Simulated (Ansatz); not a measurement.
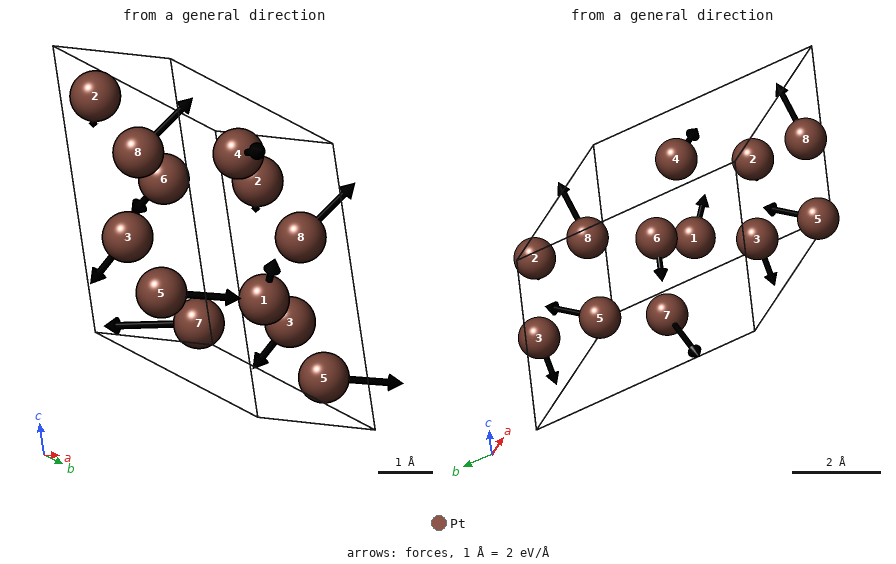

View from two general directions, drawn as a spheres-only model. The outline marks the cell (the run's own, in a reduced setting). The arrows are the computed forces on the atoms.

System: Pt. The calculation used DFT PBEsol, scalar-relativistic, plane waves, PAW in Ansatz, with plane-wave cutoff 420 eV, k-points about 0.19 Å⁻¹ apart, Gaussian smearing of 0.15 eV, no spin polarisation.

Would an optimiser stop at this geometry?

No. The atoms still feel forces of up to about 3 eV/Å, far above a usual threshold of 0.01 to 0.03 eV/Å.

Which atom is pushed hardest?

Pt7, about 3 eV/Å.

The cell started as a structure listed in the Materials Project. The cell was then strained or its atoms displaced on purpose. Ansatz was used for an electronic-structure calculation on it.
